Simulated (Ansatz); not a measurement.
Start from this file.

```
Al Ru
1.0
    14.42327    0.00000    0.00000
     0.00000    3.07336    0.00000
    -0.47268    0.00000    3.03680
Al Ru
6 4
Direct
  0.00000 0.00000 0.00000
  0.69380 0.50000 0.19572
  0.80620 0.00000 0.80428
  0.50000 0.50000 0.00000
  0.19380 0.00000 0.19572
  0.30620 0.50000 0.80428
  0.89427 0.50000 0.38186
  0.60573 0.00000 0.61814
  0.39427 0.00000 0.38186
  0.10573 0.50000 0.61814
```

Characterise the structure given above.

Answer. The structure is one of Al3Ru2. The space group is C2/m (No. 12); the lattice is base-centred monoclinic. Atoms per cell: 10 (6 Al, 4 Ru). Ru is coordinated by eight Al in a distorted cubic arrangement at 2.48 to 2.72 Å. Al takes two kinds of site: 2a with eight Ru and two Al (2.57 to 2.72 Å to Ru, 2.77 Å to Al); 4i with five Al and four Ru (2.65 to 2.77 Å to Al, 2.48 to 2.54 Å to Ru). Not all metal-metal contacts are counted. The bonds build a three-dimensional framework.

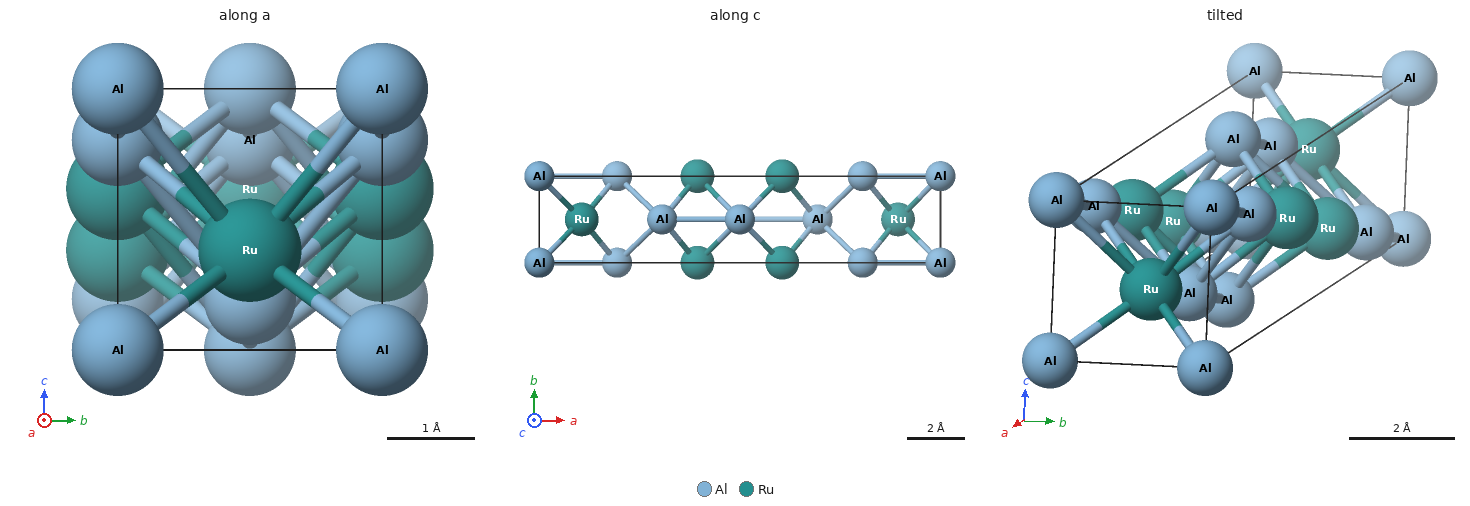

A ball-and-stick rendering, viewed along the a axis, along the c axis and slightly off an axis. Lines trace the edges of the conventional unit cell. Colours: aluminium light blue, ruthenium teal.

The structure comes from a structure listed in the Materials Project. The cell was then strained or its atoms displaced on purpose. The atoms were relaxed in a fixed cell with DFT PBEsol, scalar-relativistic, plane waves, PAW (Ansatz 0.2.0).
